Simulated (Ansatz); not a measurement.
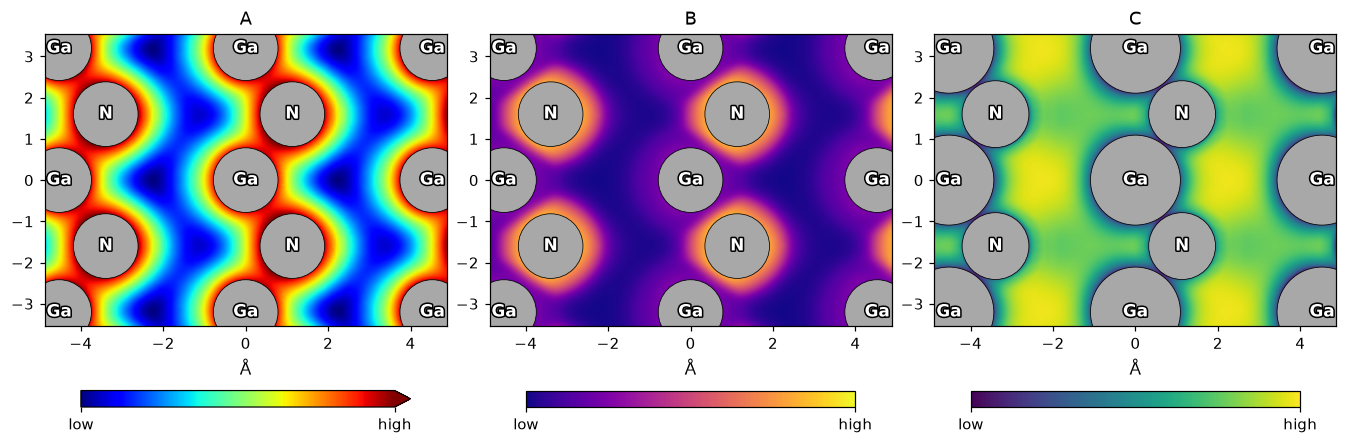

GaN: 3 fields on the (101) plane of the conventional cell, with unlabelled colour scales. Grey discs cover the atomic cores.

Space group F-43m; a structure from a database of computed crystals, not necessarily the ambient phase.

Computed with Ansatz 0.2.0, Kohn-Sham DFT of a periodic cell, BLYP with D3(BJ), Ansatz PAW.

```
Ga N
1.0
     4.52697    0.00000    0.00000
     0.00000    0.00000   -4.52697
     0.00000    4.52697    0.00000
Ga N
4 4
Direct
  0.50000 0.50000 0.00000
  0.00000 0.50000 0.50000
  0.00000 0.00000 0.00000
  0.50000 0.00000 0.50000
  0.25000 0.75000 0.25000
  0.75000 0.75000 0.75000
  0.75000 0.25000 0.25000
  0.25000 0.25000 0.75000
```

Match the panels to the quantities (electron localisation function, electrostatic potential energy of an electron and valence pseudo-density).

Panel A: valence pseudo-density. Panel B: electron localisation function. Panel C: electrostatic potential energy of an electron (low next to the atoms, rising into the space between them).
